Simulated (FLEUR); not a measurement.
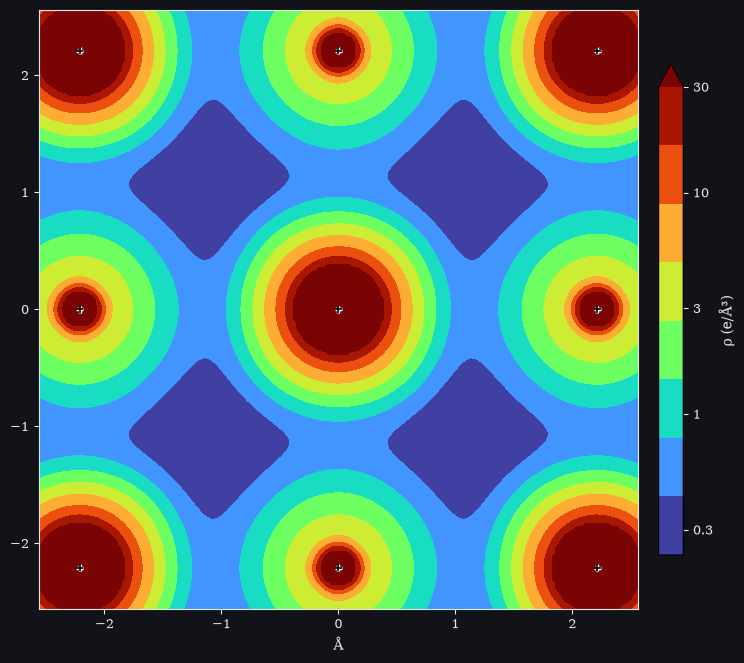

The electron density on a plane through atoms (crosses mark nuclei in the plane).

The calculation used FLEUR MaX-R8.1 (later development tree), Kohn-Sham DFT of a periodic cell, LDA, all-electron.

Candidates:
A. TaN, a = 4.42 Å, b = 4.42 Å, c = 4.42 Å, α = 90.00°, β = 90.00°, γ = 90.00°. Space group Fm-3m; a structure from a database of computed crystals, not necessarily the ambient phase.
B. Ti₃S₂, a = 5.43 Å, b = 5.43 Å, c = 9.71 Å, α = 90.00°, β = 90.00°, γ = 120.00°. Space group R32; a structure from a database of computed crystals, not necessarily the ambient phase.
C. Ge, a = 2.79 Å, b = 5.20 Å, c = 2.70 Å, α = 90.00°, β = 90.00°, γ = 90.00°. Space group Cmmm; a structure from a database of computed crystals, not necessarily the ambient phase.

**Which candidate gave the map?**

Candidate A: TaN on the (100) plane of the conventional cell, which holds Ta and N. Ta–N (2.21 Å): ρ at the midpoint is about 0.55 e/Å³. Ta–Ta (3.13 Å): the density is about 0.23 e/Å³ at the midpoint.
